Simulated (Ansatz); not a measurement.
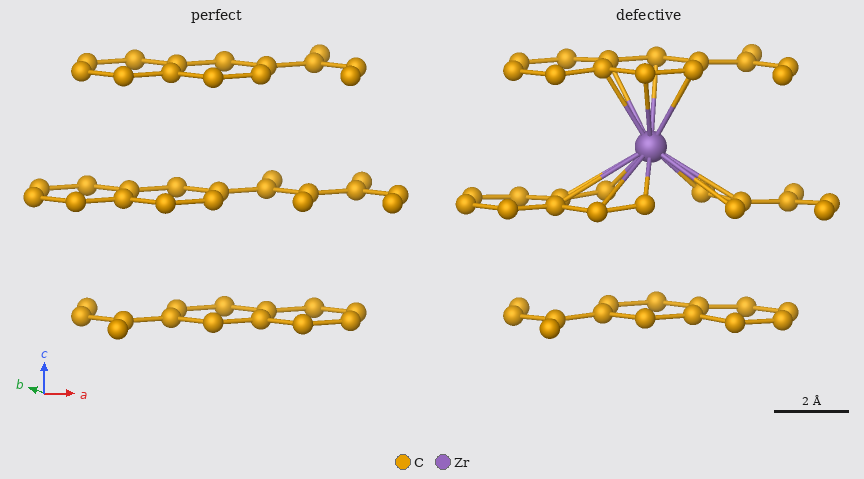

Left: perfect C. Right: the same region with one point defect, after relaxing the atoms in a supercell of 36 sites. A ball-and-stick model of the atoms within 5.6 Å of one point, in a slice 4.2 Å thick across the line of sight, seen slightly off an axis.

The calculation used Ansatz, DFT, PBE, plane-wave PAW, default files, scalar-relativistic. (plane-wave cutoff 420 eV; k-point mesh 3 × 3 × 3; occupations fermi dirac; smearing width 0.01 eV; no spin polarisation) The axes drawn are those of the host's conventional cell.

Question: What kind of defect was made?

Answer: A carbon atom is replaced by zirconium.

The charge state of the cell is 0.

Question: How does the lattice respond?

Answer: In the host the C atom has 3 C at 1.43 Å; the Zr atom ends with 3 C at 2.05 Å. Of the host's atoms, a carbon atom moves furthest from its site, by 0.33 Å. The Zr atom itself moves 1.24 Å from where it was put.

Limits of the set-up: the periodic images lie only 6.8 Å apart, so the values are limited by the cell's size.
